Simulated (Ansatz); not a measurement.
Yb (Pm-3n, No. 223): the geometry relaxed with DFT, PBEsol, plane waves (420 eV) with PAW, scalar-relativistic (Ansatz 0.2.0); the starting structure was generated, so it need not be a known form of this composition.

```
Yb
1.0
     6.42125    0.00000    0.00000
     0.00000    6.42125    0.00000
     0.00000    0.00000    6.42125
Yb
8
Cartesian
  0.0000 0.0000 0.0000
  3.2106 3.2106 3.2106
  1.6053 0.0000 3.2106
  4.8159 0.0000 3.2106
  3.2106 1.6053 0.0000
  3.2106 4.8159 0.0000
  0.0000 3.2106 1.6053
  0.0000 3.2106 4.8159
```

Q: What will a HAADF-like image along [211] show? Simulated incoherent Z contrast: every atom adds Z^1.7 spread by a probe of 0.62 Å full width; channelling and multiple scattering are left out. The probe carries 15 % of its weight in a tail 2.5 times as wide. A slight drift was added.

A: The columns repeat on a rectangular net of 3.71 × 4.54 Å (plane group p2mg). The brightest columns hold 2 Yb per repeat; in falling brightness follow 1 Yb (about 50 %). Brightness is counted from the darkest point of the image. The closest visible columns (Yb and Yb) are 1.14 Å apart in projection. Along the beam the structure repeats every 15.73 Å.

```tsv
column	atoms along the beam per repeat	peak brightness
Yb	2 Yb	100 %
Yb	1 Yb	50 %
```

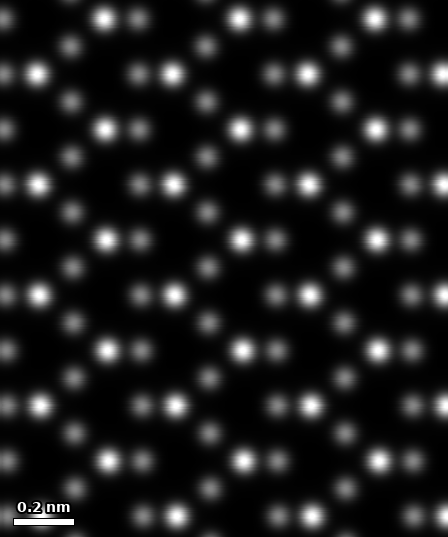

The simulated image.
